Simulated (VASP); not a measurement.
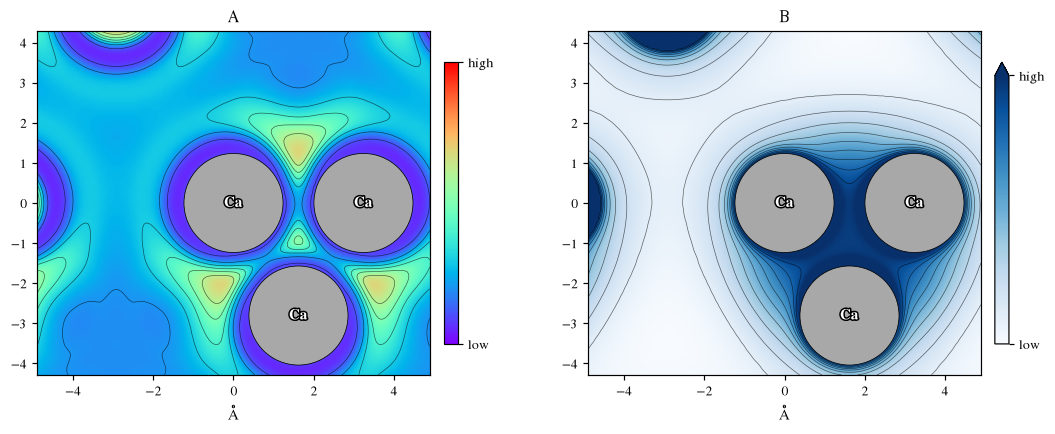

Ca: 2 fields on the (001) plane of the conventional cell, with unlabelled colour scales. Grey discs cover the atomic cores.

Space group R-3m; a generated structure, not necessarily the stable one; not relaxed (largest force 1.3 eV/Å); computed pressure about 5 GPa in this cell.

Computed with Kohn-Sham DFT of a periodic cell, PBEsol, VASP PAW PBE potentials, recommended (VASP 6.6.1).

```cif
data_structure
_symmetry_space_group_name_H-M 'P 1'
_symmetry_Int_Tables_number 1
_cell_length_a 9.0854
_cell_length_b 9.0854
_cell_length_c 23.2414
_cell_angle_alpha 90.000
_cell_angle_beta 90.000
_cell_angle_gamma 120.000
_cell_volume 1661.42
loop_
_atom_site_label
_atom_site_type_symbol
_atom_site_fract_x
_atom_site_fract_y
_atom_site_fract_z
_atom_site_occupancy
Ca1 Ca 0.78553 0.21447 0.22466 1
Ca2 Ca 0.45219 0.54781 0.55800 1
Ca3 Ca 0.11886 0.88114 0.89133 1
Ca4 Ca 0.78553 0.57105 0.22466 1
Ca5 Ca 0.45219 0.90439 0.55800 1
Ca6 Ca 0.11886 0.23772 0.89133 1
Ca7 Ca 0.42895 0.21447 0.22466 1
Ca8 Ca 0.09561 0.54781 0.55800 1
Ca9 Ca 0.76228 0.88114 0.89133 1
Ca10 Ca 0.88114 0.11886 0.10867 1
Ca11 Ca 0.54781 0.45219 0.44200 1
Ca12 Ca 0.21447 0.78553 0.77534 1
Ca13 Ca 0.23772 0.11886 0.10867 1
Ca14 Ca 0.90439 0.45219 0.44200 1
Ca15 Ca 0.57105 0.78553 0.77534 1
Ca16 Ca 0.88114 0.76228 0.10867 1
Ca17 Ca 0.54781 0.09561 0.44200 1
Ca18 Ca 0.21447 0.42895 0.77534 1
Ca19 Ca 0.19686 0.80314 0.02432 1
Ca20 Ca 0.86353 0.13647 0.35765 1
Ca21 Ca 0.53019 0.46981 0.69099 1
Ca22 Ca 0.19686 0.39372 0.02432 1
Ca23 Ca 0.86353 0.72705 0.35765 1
Ca24 Ca 0.53019 0.06039 0.69099 1
Ca25 Ca 0.60628 0.80314 0.02432 1
Ca26 Ca 0.27295 0.13647 0.35765 1
Ca27 Ca 0.93961 0.46981 0.69099 1
Ca28 Ca 0.46981 0.53019 0.30901 1
Ca29 Ca 0.13647 0.86353 0.64235 1
Ca30 Ca 0.80314 0.19686 0.97568 1
Ca31 Ca 0.06039 0.53019 0.30901 1
Ca32 Ca 0.72705 0.86353 0.64235 1
Ca33 Ca 0.39372 0.19686 0.97568 1
Ca34 Ca 0.46981 0.93961 0.30901 1
Ca35 Ca 0.13647 0.27295 0.64235 1
Ca36 Ca 0.80314 0.60628 0.97568 1
```

**Match the panels to the quantities (electron localisation function and valence pseudo-density).**

Panel A: electron localisation function. Panel B: valence pseudo-density. From the grid: Ca–Ca (3.24 Å): ρ is about 0.1 e/Å³ halfway; the ELF is about 0.20 at the midpoint; no shared electron pair shows on this line.
